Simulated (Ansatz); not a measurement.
The calculation's input:

```
crystal:
  lattice:
    - [6.1882403624, -1.0e-10, 0.0]
    - [-3.0941201812, -5.3591733585, 0.0]
    - [0.0, 0.0, -10.1293391981]
  atoms:
    - { symbol: C, position: [0.1666666667, 0.3333333333, 0.0621558122] }
    - { symbol: Si, position: [0.6666666667, 0.3333333333, 0.0621558122] }
    - { symbol: Si, position: [0.1666666667, 0.8333333333, 0.0621558122] }
    - { symbol: Si, position: [0.6666666667, 0.8333333333, 0.0621558122] }
    - { symbol: Si, position: [0.8333333333, 0.1666666667, 0.5621558122] }
    - { symbol: Si, position: [0.3333333333, 0.1666666667, 0.5621558122] }
    - { symbol: Si, position: [0.8333333333, 0.6666666667, 0.5621558122] }
    - { symbol: Si, position: [0.3333333333, 0.6666666667, 0.5621558122] }
    - { symbol: Si, position: [0.0, 0.5, 0.3121004435] }
    - { symbol: Si, position: [0.5, 0.5, 0.3121004435] }
    - { symbol: Si, position: [0.0, 1.0, 0.3121004435] }
    - { symbol: Si, position: [0.5, 1.0, 0.3121004435] }
    - { symbol: Si, position: [0.0, 0.5, 0.8121004435] }
    - { symbol: Si, position: [0.5, 0.5, 0.8121004435] }
    - { symbol: Si, position: [0.0, 1.0, 0.8121004435] }
    - { symbol: Si, position: [0.5, 1.0, 0.8121004435] }
    - { symbol: C, position: [0.1666666667, 0.3333333333, 0.2501925541] }
    - { symbol: C, position: [0.6666666667, 0.3333333333, 0.2501925541] }
    - { symbol: C, position: [0.1666666667, 0.8333333333, 0.2501925541] }
    - { symbol: C, position: [0.6666666667, 0.8333333333, 0.2501925541] }
    - { symbol: C, position: [0.8333333333, 0.1666666667, 0.7501925541] }
    - { symbol: C, position: [0.3333333333, 0.1666666667, 0.7501925541] }
    - { symbol: C, position: [0.8333333333, 0.6666666667, 0.7501925541] }
    - { symbol: C, position: [0.3333333333, 0.6666666667, 0.7501925541] }
    - { symbol: C, position: [0.0, 0.0, 0.4995521901] }
    - { symbol: C, position: [0.5, 0.0, 0.4995521901] }
    - { symbol: C, position: [0.0, 0.5, 0.4995521901] }
    - { symbol: C, position: [0.5, 0.5, 0.4995521901] }
    - { symbol: C, position: [0.0, 0.0, 0.9995521901] }
    - { symbol: C, position: [0.5, 0.0, 0.9995521901] }
    - { symbol: C, position: [0.0, 0.5, 0.9995521901] }
    - { symbol: C, position: [0.5, 0.5, 0.9995521901] }
  host:
    lattice:
      - [3.0941201812, 0.0, 0.0]
      - [-1.5470600906, 2.6795866793, 0.0]
      - [0.0, 0.0, 10.1293391981]
    atoms:
      - { symbol: Si, position: [0.6666666667, 0.3333333333, 0.9378441878] }
      - { symbol: Si, position: [0.3333333333, 0.6666666667, 0.4378441878] }
      - { symbol: Si, position: [0.0, 0.0, 0.6878995565] }
      - { symbol: Si, position: [0.0, 0.0, 0.1878995565] }
      - { symbol: C, position: [0.6666666667, 0.3333333333, 0.7498074459] }
      - { symbol: C, position: [0.3333333333, 0.6666666667, 0.2498074459] }
      - { symbol: C, position: [0.0, 0.0, 0.5004478099] }
      - { symbol: C, position: [0.0, 0.0, 0.0004478099] }
basis:
  ecutwfc: 420
  xc_grid: 2
kpoints:
  mp_grid: { grid: [2, 2, 2], shift: [0.0, 0.0, 0.0] }
hamiltonian:
  xc: pbe
scf:
  occupations: { method: gaussian, width: 0.01 }
output:
  forces: true
  stress: false
  eigenvalues: true
  charged_corrections:
    defect_position: [0.16666667, 0.33333333, 0.06215581]
    epsilon: [[10.3446, 0.0, 0.0], [0.0, 10.3446, 0.0], [0.0, 0.0, 11.0257]]
  write_density: true
  write_potential: true
  elf: true
  volumetric_format: npy
relax:
  adjacent_minimum: "off"
  f_tol: 0.025
  max_steps: 45
```

Launched as:

```sh
ansatz run input.yaml --threads 4 --pin off --max-ram 10240MiB --backend cpu --events-out ev --progress --plain --runs-dir out
```

The fields are those of the run's last geometry, not of the input's.

Method: DFT PBE, scalar-relativistic, plane waves, PAW in Ansatz 0.2.0.

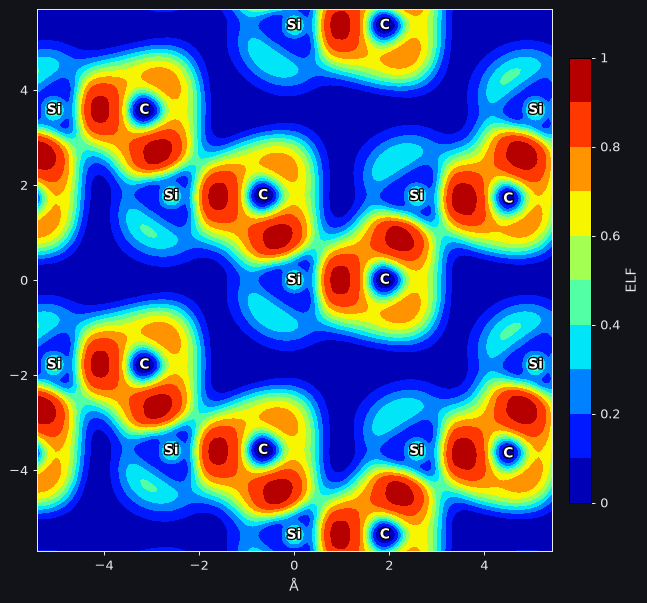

Si₁₅C₁₇ (cell with a defect). Electron localisation function on the (110) plane of the calculation cell.

In a PAW calculation such maps are meaningful between the atoms, not at the nuclei.

### What do the fields say about this system?

Atoms in the plane: Si and C. Si–C (1.89 Å): the ELF peaks at about 0.95 between the atoms; a shared electron pair. Si–C (1.91 Å): the ELF peaks at about 0.95 between the atoms; localised, covalent bonding. Si–C (1.97 Å): the ELF peaks at about 0.95 between the atoms (localised, covalent bonding).

### Metal or insulator at this level of theory?

It is gapped, with a Kohn–Sham gap of 2.0 eV on the k-point mesh (the band edges may lie off the mesh, which would make the gap smaller).
